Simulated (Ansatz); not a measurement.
# Run report: Zn, geometry relaxation

Zn (1 atom in the cell), computed with DFT PBE, scalar-relativistic, plane waves, PAW, no spin polarisation (Ansatz 0.2.0).

The structure was made by swapping elements on the sites of another compound; it need not be a known phase. It belongs to a series of runs on one base structure; here: Cu -> Zn on all its sites, cell and atoms relaxed.

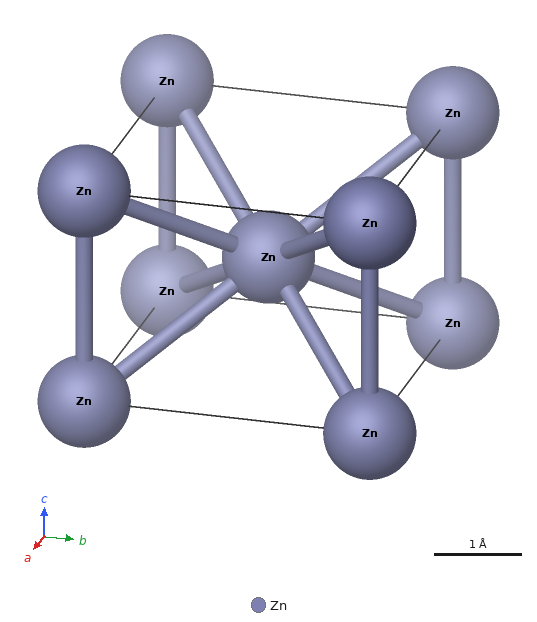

Figure 1. The input geometry (ball-and-stick view of the cell 2 times as large as that of the calculation, set on its symmetry axes, seen at an oblique angle). Near neighbours in the crystal (not all of them lie inside the picture): Zn has 10 Zn at 2.63 to 2.76 Å.

The input
```yaml
crystal:
  lattice:
    - [-1.7141038397, 1.7141038397, 1.3131372093]
    - [1.7141038397, -1.7141038397, 1.3131372093]
    - [1.7141038397, 1.7141038397, -1.3131372093]
  atoms:
    - { symbol: Zn, position: [0.0, 0.0, 0.0] }
basis:
  ecutwfc: 420
kpoints:
  mp_grid: { grid: [20, 20, 20] }
hamiltonian:
  xc: pbe
scf:
  occupations: { method: gaussian, width: 0.1 }
output:
  forces: true
  stress: true
  eigenvalues: true
  write_density: true
  write_potential: true
  elf: true
  volumetric_format: npy
relax:
  adjacent_minimum: "off"
  f_tol: 0.01
  max_steps: 60
  cell: { stress_tol: 0.1 }
```

Hardware: 1 thread of Intel Xeon (Granite Rapids), 32 GiB of memory available, shared host.

Command:
```bash
ansatz run input.yaml --threads 1 --pin off --max-ram 2560MiB --backend cpu --events-out ev --progress --plain --runs-dir out
```

Output
```
Engine: ansatz 0.2.0, x86_64-unknown-linux-gnu
Pseudopotentials: kind: paw
Pseudopotential: Zn, paw, valence charge 12, recommended cutoff 420 eV (normal), Zn.paw.azcp
Functional definition: PBE
  parameter kappa = 0.804
  parameter beta = 0.06672455060314922
  exchange = pbe_x(kappa = kappa, mu = beta*pi^2/3)
  correlation = pbe_c(beta = beta)
Crystal: 1 atoms, lattice volume = 15.433 Å³
Basis set: ecut = 420 eV, 325 PW (Γ), exchange–correlation on 40×40×40 points (8 copies of the dense FFT grid, shifted against one another)
Bands: 10, of which v1, the nominal top of the filled ones, is band 6 counted from 1 (5 counted from 0)
Symmetry: 16 space group operations
Space group: I4/mmm (ITA 139), of the structure as read, at distance tolerance 2.5e-5 Å
k-points: 641 of 8000
Non-local potential: Zn, projectors of the file, l = 0: 2, l = 1: 2, l = 2: 3, l = 3: 1
PAW form: soft (Blöchl's): semilocal exchange-correlation on the pseudo side does not see the compensation charge
PAW one-centre angular grid: Zn, 590 points (default); XC on 64 Gauss nodes
Initial density: superposition of atomic densities (neutral atoms: chi_scale 0, normalization atom), corrected by the library's trained network
Initial wavefunctions: pseudopotential atomic-orbital guess
Functional: x = pbe(κ = 0.804, μ = 0.2195149727645171), c = pbe(β = 0.06672455060314922)
SCF iter   1: F=—  HF=-3319.013129 eV  |F-HF|=—  |Δ(HF+E_count)|=         —  Δρ=2.56e-3  dr2=6.13e-4  ethr=1.77e-3  ⟨swp⟩=4.9  Hψ=40814  notcnv=0
preconditioner: auto → none  [metal: Δε(μ)=0.030 eV  Ē_g=17.108 eV  σ=0.100 eV  W_gap=0.16  n_scr=4 (ndim 8)  ℏωp=32.7 eV  f_vac=0.000  D(μ)=0.20/eV (n_scr^D=0)  sad-step TF]
SCF iter   2: F=—  HF=-3319.012855 eV  |F-HF|=—  |Δ(HF+E_count)|=   2.74e-4  Δρ=1.58e-3  dr2=2.05e-4  ethr=5.11e-6  ⟨swp⟩=2.1  Hψ=15058  notcnv=0
SCF iter   3: F=—  HF=-3319.012742 eV  |F-HF|=—  |Δ(HF+E_count)|=   1.13e-4  Δρ=5.38e-4  dr2=2.87e-5  ethr=1.71e-6  ⟨swp⟩=2.0  Hψ=9647  notcnv=0
SCF iter   4: F=—  HF=-3319.012742 eV  |F-HF|=—  |Δ(HF+E_count)|=   9.50e-8  Δρ=1.76e-4  dr2=2.77e-6  ethr=2.39e-7  ⟨swp⟩=2.0  Hψ=10204  notcnv=0
SCF iter   5: F=—  HF=-3319.012741 eV  |F-HF|=—  |Δ(HF+E_count)|=   4.71e-7  Δρ=5.24e-5  dr2=2.60e-7  ethr=2.30e-8  ⟨swp⟩=2.3  Hψ=10117  notcnv=0
SCF iter   6: F=-3319.012741 eV  HF=-3319.012741 eV  |F-HF|=3.45e-9  |Δ(HF+E_count)|=   6.71e-8  Δρ=5.55e-6  dr2=2.91e-9  ethr=8.33e-10  ⟨swp⟩=8.8  Hψ=44140  notcnv=0
SCF 1 converged in 6 iterations: F = -3319.012741 eV  dr2 = 2.91e-9
  greatest PAW one-centre occupation: 0.983 electrons in one spin orbital (limit 2), on the Zn atom at site 0 (counted from 0), in its partial waves of l = 2
relax step   1: F+E_penalty+E_count = -3319.01274124 eV  Δ(F+E_penalty+E_count) = +0.000e0 eV  max|allowed force component| = 0.000e0 eV/Å  Δτ_max = 0.0000 Å  P = +0.053 GPa  Ω = 15.433 Å³  (6 SCF iters, dr2 threshold 1.00e-7 eV, accepted)
Crystal: 1 atoms, lattice volume = 15.484 Å³
Initial density: handed on by an earlier stage of this run
Initial wavefunctions: those handed on with the density
iter 1 solved again at ethr=9.97e-8 eV; its pass at ethr=3.10e-3 eV (dr2=1.20e-5 eV) is discarded
SCF iter   1: F=—  HF=-3319.013514 eV  |F-HF|=—  |Δ(HF+E_count)|=         —  Δρ=2.46e-4  dr2=1.05e-5  ethr=9.97e-8  ⟨swp⟩=3.1  Hψ=61966  notcnv=0
preconditioner: auto → none  [metal: Δε(μ)=0.009 eV  Ē_g=17.076 eV  σ=0.100 eV  W_gap=0.05  n_scr=4 (ndim 8)  ℏωp=32.7 eV  f_vac=0.000  D(μ)=0.20/eV (n_scr^D=0)]
SCF iter   2: F=—  HF=-3319.013511 eV  |F-HF|=—  |Δ(HF+E_count)|=   2.61e-6  Δρ=1.74e-4  dr2=2.22e-6  ethr=8.77e-8  ⟨swp⟩=2.2  Hψ=9850  notcnv=0
SCF iter   3: F=—  HF=-3319.013511 eV  |F-HF|=—  |Δ(HF+E_count)|=   3.04e-7  Δρ=6.26e-5  dr2=6.19e-7  ethr=1.85e-8  ⟨swp⟩=2.0  Hψ=9812  notcnv=0
SCF iter   4: F=-3319.013511 eV  HF=-3319.013511 eV  |F-HF|=1.25e-9  |Δ(HF+E_count)|=   1.07e-7  Δρ=1.52e-5  dr2=1.56e-8  ethr=8.33e-10  ⟨swp⟩=6.1  Hψ=36910  notcnv=0
SCF 2 converged in 4 iterations: F = -3319.013511 eV  dr2 = 1.56e-8
relax step   2: F+E_penalty+E_count = -3319.01351071 eV  Δ(F+E_penalty+E_count) = -7.695e-4 eV  max|allowed force component| = 0.000e0 eV/Å  Δτ_max = 0.0000 Å  P = +0.004 GPa  Ω = 15.484 Å³  energy of the carried Pulay correction = -4.268e-5 eV  (4 SCF iters, dr2 threshold 1.00e-7 eV, accepted)
Crystal: 1 atoms, lattice volume = 15.512 Å³
iter 1 solved again at ethr=3.46e-8 eV; its pass at ethr=3.10e-3 eV (dr2=4.15e-6 eV) is discarded
SCF iter   1: F=—  HF=-3319.013660 eV  |F-HF|=—  |Δ(HF+E_count)|=         —  Δρ=1.70e-4  dr2=4.47e-6  ethr=3.46e-8  ⟨swp⟩=3.0  Hψ=62352  notcnv=0
preconditioner: auto → none  [metal: Δε(μ)=0.027 eV  Ē_g=17.063 eV  σ=0.100 eV  W_gap=0.15  n_scr=4 (ndim 8)  ℏωp=32.7 eV  f_vac=0.000  D(μ)=0.21/eV (n_scr^D=0)]
SCF iter   2: F=—  HF=-3319.013659 eV  |F-HF|=—  |Δ(HF+E_count)|=   1.64e-6  Δρ=1.15e-4  dr2=1.08e-6  ethr=3.46e-8  ⟨swp⟩=2.0  Hψ=9895  notcnv=0
SCF iter   3: F=—  HF=-3319.013659 eV  |F-HF|=—  |Δ(HF+E_count)|=   1.98e-7  Δρ=5.45e-5  dr2=3.46e-7  ethr=9.01e-9  ⟨swp⟩=2.0  Hψ=9794  notcnv=0
SCF iter   4: F=-3319.013659 eV  HF=-3319.013659 eV  |F-HF|=1.06e-9  |Δ(HF+E_count)|=   1.78e-7  Δρ=9.52e-6  dr2=6.79e-9  ethr=8.33e-10  ⟨swp⟩=6.2  Hψ=37796  notcnv=0
SCF 3 converged in 4 iterations: F = -3319.013659 eV  dr2 = 6.79e-9
relax step   3: F+E_penalty+E_count = -3319.01365864 eV  Δ(F+E_penalty+E_count) = -1.479e-4 eV  max|allowed force component| = 0.000e0 eV/Å  Δτ_max = 0.0000 Å  P = +0.034 GPa  Ω = 15.512 Å³  energy of the carried Pulay correction = -6.829e-5 eV  (4 SCF iters, dr2 threshold 1.00e-7 eV, accepted)
Crystal: 1 atoms, lattice volume = 15.518 Å³
iter 1 solved again at ethr=2.20e-9 eV; its pass at ethr=3.10e-3 eV (dr2=2.64e-7 eV) is discarded
SCF iter   1: F=—  HF=-3319.013659 eV  |F-HF|=—  |Δ(HF+E_count)|=         —  Δρ=4.99e-5  dr2=2.37e-7  ethr=2.20e-9  ⟨swp⟩=3.1  Hψ=60175  notcnv=0
preconditioner: auto → none  [metal: Δε(μ)=0.028 eV  Ē_g=17.058 eV  σ=0.100 eV  W_gap=0.16  n_scr=4 (ndim 8)  ℏωp=32.7 eV  f_vac=0.000  D(μ)=0.21/eV (n_scr^D=0)]
SCF iter   2: F=—  HF=-3319.013657 eV  |F-HF|=—  |Δ(HF+E_count)|=   1.47e-6  Δρ=1.80e-5  dr2=2.98e-8  ethr=1.97e-9  ⟨swp⟩=2.0  Hψ=9806  notcnv=0
SCF iter   3: F=-3319.013657 eV  HF=-3319.013657 eV  |F-HF|=3.80e-9  |Δ(HF+E_count)|=   2.36e-8  Δρ=8.40e-6  dr2=7.89e-9  ethr=2.12e-10  ⟨swp⟩=8.1  Hψ=34825  notcnv=0
SCF 4 converged in 3 iterations: F = -3319.013657 eV  dr2 = 7.89e-9
relax step   4: F+E_penalty+E_count = -3319.01365720 eV  Δ(F+E_penalty+E_count) = +1.438e-6 eV  max|allowed force component| = 0.000e0 eV/Å  Δτ_max = 0.0000 Å  P = -0.008 GPa  Ω = 15.518 Å³  energy of the carried Pulay correction = -7.210e-5 eV  (3 SCF iters, dr2 threshold 2.54e-8 eV, accepted)
Initial wavefunctions: pseudopotential atomic-orbital guess (no wavefunctions were taken with the density)
iter 1 solved again at ethr=1.19e-6 eV; its pass at ethr=3.10e-3 eV (dr2=1.43e-4 eV) is discarded
SCF iter   1: F=—  HF=-3319.013661 eV  |F-HF|=—  |Δ(HF+E_count)|=         —  Δρ=3.38e-4  dr2=3.87e-7  ethr=1.19e-6  ⟨swp⟩=2.1  Hψ=56218  notcnv=0
eigensolver tolerance schedule: the retry pair's looser diagonalisation over-reported the residual by 368.73 of it (diagonalisation noise at 0.17 of the residual, at the tolerance the schedule requests for it); recorded, not acted on — ethr = c·dr2/N_el stays at c = 1.0e-1
SCF iter   2: F=—  HF=-3319.013715 eV  |F-HF|=—  |Δ(HF+E_count)|=   5.42e-5  Δρ=1.69e-4  dr2=1.00e-7  ethr=3.22e-9  ⟨swp⟩=2.0  Hψ=8367  notcnv=0
SCF iter   3: F=—  HF=-3319.013734 eV  |F-HF|=—  |Δ(HF+E_count)|=   1.87e-5  Δρ=1.18e-5  dr2=1.09e-8  ethr=8.37e-10  ⟨swp⟩=2.0  Hψ=10117  notcnv=0
SCF iter   4: F=—  HF=-3319.013734 eV  |F-HF|=—  |Δ(HF+E_count)|=   2.14e-9  Δρ=2.51e-6  dr2=5.21e-11  ethr=9.08e-11  ⟨swp⟩=2.0  Hψ=9712  notcnv=0
SCF iter   5: F=-3319.013734 eV  HF=-3319.013734 eV  |F-HF|=6.55e-11  |Δ(HF+E_count)|=   3.86e-9  Δρ=3.40e-7  dr2=1.44e-12  ethr=1.00e-12  ⟨swp⟩=5.2  Hψ=24437  notcnv=0
SCF 5 converged in 5 iterations: F = -3319.013734 eV  dr2 = 1.44e-12
relax step   5: F+E_penalty+E_count = -3319.01373382 eV  Δ(F+E_penalty+E_count) = -7.662e-5 eV  max|allowed force component| = 0.000e0 eV/Å  Δτ_max = 0.0000 Å  P = -0.003 GPa  Ω = 15.518 Å³  stress off target by 3.41e-3 GPa  SCF on the basis re-selected at this cell (its energy is not comparable with the rows above)  (5 SCF iters)
```

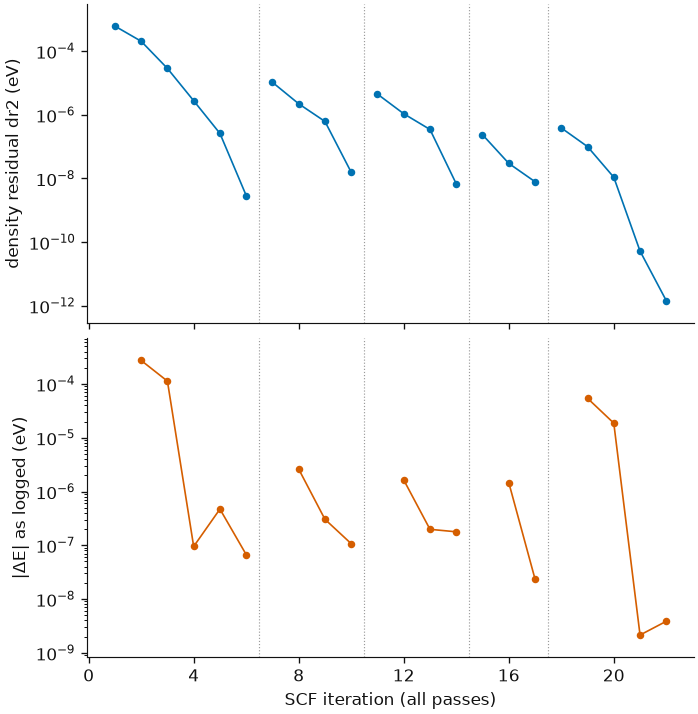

Figure 2. Convergence of the self-consistent field: density residual dr2 and size of the energy change against the SCF iteration. The dotted lines part the SCF passes of the relaxation: geometry steps, rejected trials and re-solves on a re-selected basis. The 5 passes take 3 to 6 iterations each, 22 in all.

```
basis re-selected at this cell: Δ(F+E_penalty+E_count) = -7.662e-5 eV, ΔP = +0.005 GPa vs the last step (what re-selecting the basis moved, of the pressure what is left beyond the Pulay correction that the steps carried, after the strain that the cell walked since its last selection, with what the two solves' SCF thresholds leave and, on support functions, any second-order correction that the steps lacked; it is no measure of the basis error at this ecutwfc). This SCF's stress stands 3.41e-3 GPa from its target on what of the cell is left free (relax.cell.stress_tol is 1.00e-1 GPa) and its largest allowed force component is 0.00e0 eV/Å (relax.f_tol is 1.00e-2 eV/Å): within both
SCF converged after 5 iterations
Free energy (F): -3319.013734 eV
Harris-Foulkes:  -3319.013734 eV  (|F-HF|=6.55e-11)
Internal energy: -3319.012680 eV  (E = F + TS)
E sigma→0 (E₀):  -3319.013207 eV
Entropy (-TS):   -0.001054 eV (-1.054 meV/atom)
Fermi energy:    10.619526 eV
--- Per-component energies (eV) ---
  E_band       = 45.651247
  E_kinetic    = 130.897807
  E_local      = -1553.322181  (includes V_loc(G=0)·N_el)
  E_nonlocal   = 610.467283
  E_hartree    = 650.848108
  E_xc         = -137.670595
  E_vxc        = -52.542816  (∫ρ·V_xc dr)
  E_paw        = -1824.681072  (= ΣΔE_a)
  E_vpaw       = -391.544703  (= ΣTr[D̂ρ^β])
  E_aug_tail   = -0.000372  (compensation charges beyond the density's cutoff)
  E_ewald      = -1195.551657
  E_smearing   = -0.001054  (= −TS)
  E_closure    = -0.000000  (closes the sum)
  Σ components = -3319.013734   (vs F -3319.013734, Δ=0.00e0)
--- Forces (eV/Å), atoms counted from 1 ---
  atom   1  Zn    -0.00000000     0.00000000     0.00000000
  max |Σ_I F_I| component: 8.63e-32 eV/Å
--- Stress (GPa, compression-positive) ---
       -0.003406       0.000000       0.000000
        0.000000      -0.003406       0.000000
       -0.000000      -0.000000      -0.002263
  P = ⅓ Tr σ = -0.0030 GPa (-0.030 kbar)
--- Band table (eV; the first three rows and the last of 641) ---
  k-point 0: bands = ["0.5012", "2.7861", "3.0722", "3.3726", "3.3726", "3.6680", "25.1268", "25.1268", "27.9044", "29.6267"]
  k-point 1: bands = ["0.5649", "2.7931", "3.0685", "3.3699", "3.3839", "3.6623", "23.9239", "25.2021", "28.4735", "30.3648"]
  k-point 2: bands = ["0.7530", "2.8153", "3.0593", "3.3622", "3.4167", "3.6457", "21.9070", "25.4263", "28.8142", "32.3087"]
  k-point 640: bands = ["2.3772", "2.5247", "3.8068", "3.8068", "3.8615", "12.4744", "12.4744", "14.8323", "17.3365", "21.9902"]
--- Relaxed structure (4 steps of the walk, 4 accepted, 1 SCFs on fresh bases) ---
  F+E_penalty+E_count = -3319.01373382 eV   max|allowed force component| = 0.000e0 eV/Å   (the final SCF, on the basis selected at the relaxed cell)
  cell:  # Å, volume = 15.5183 Å³
    - [-1.7259751184568586, 1.7259751184568586, 1.3023105811296094]
    - [1.7259751184568586, -1.7259751184568586, 1.3023105811296094]
    - [1.7259751184568586, 1.7259751184568586, -1.3023105811296094]
  atoms:
    - { symbol: Zn, position: [0.0, 0.0, 0.0] }
```

Trajectory as extended XYZ (Å, eV, eV/Å), 5 frames, from step=1 to step=5
```
1
Lattice="-1.7141 1.7141 1.3131 1.7141 -1.7141 1.3131 1.7141 1.7141 -1.3131" Properties=species:S:1:pos:R:3:forces:R:3 step=1 energy=-3319.01274 pressure_GPa=0.05
Zn    0.0000    0.0000    0.0000    0.0000   0.0000   0.0000
1
Lattice="-1.7210 1.7210 1.3069 1.7210 -1.7210 1.3069 1.7210 1.7210 -1.3069" Properties=species:S:1:pos:R:3:forces:R:3 step=2 energy=-3319.01351 pressure_GPa=0.00
Zn    0.0000    0.0000    0.0000    0.0000   0.0000   0.0000
1
Lattice="-1.7261 1.7261 1.3016 1.7261 -1.7261 1.3016 1.7261 1.7261 -1.3016" Properties=species:S:1:pos:R:3:forces:R:3 step=3 energy=-3319.01366 pressure_GPa=0.03
Zn    0.0000    0.0000    0.0000    0.0000   0.0000   0.0000
1
Lattice="-1.7260 1.7260 1.3023 1.7260 -1.7260 1.3023 1.7260 1.7260 -1.3023" Properties=species:S:1:pos:R:3:forces:R:3 step=4 energy=-3319.01366 pressure_GPa=-0.01
Zn    0.0000    0.0000    0.0000    0.0000   0.0000   0.0000
1
Lattice="-1.7260 1.7260 1.3023 1.7260 -1.7260 1.3023 1.7260 1.7260 -1.3023" Properties=species:S:1:pos:R:3:forces:R:3 step=5 energy=-3319.01373 pressure_GPa=-0.00
Zn    0.0000    0.0000    0.0000    0.0000   0.0000   0.0000
```

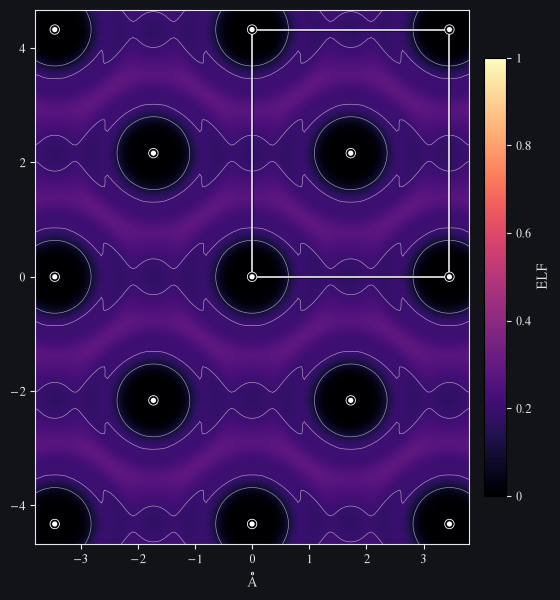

Figure 3. ELF on the (011) plane of the conventional cell. Circles mark the nuclei in the plane (Zn). The section cuts through Zn sites. Zn–Zn (2.77 Å): the ELF is about 0.30 at the midpoint; no shared electron pair. In a PAW calculation such maps are meaningful between the atoms, not at the nuclei.

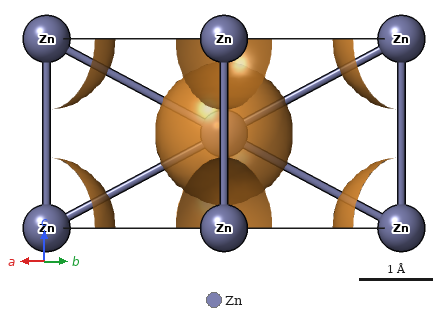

Figure 4. Isosurface of the valence charge density (pseudo) at 0.4 e/Å³ (orange), seen along [110]. Sticks mark near contacts. The outline is the cell set on symmetry axes. At this value the density breaks into separate islands; it holds about 80 % of the electrons treated as valence. It is pinched off along the Zn–Zn (2.60 Å) and Zn–Zn (2.77 Å) contacts. On the grid the lowest density along these lines, outside the cores, is 0.27 e/Å³ (Zn–Zn, 2.60 Å) and 0.2 e/Å³ (Zn–Zn, 2.77 Å).

Summary

```csv
quantity,value
outcome,converged
space group (tolerance 0.01 Å),I4/mmm (139)
electrons treated,12
free energy,−3319.0137 eV
Fermi energy,10.620 eV
gap on the k-point mesh,none (metallic)
pressure,0.00 GPa
final volume,15.52 Å³
largest force (length of the vector) at the end,under 0.001 eV/Å
final cell,"a = 2.767 Å, b = 2.767 Å, c = 2.767 Å, α = 102.80°, β = 102.80°, γ = 123.84°"
wall time,20 s
peak memory,0.47 GiB
```
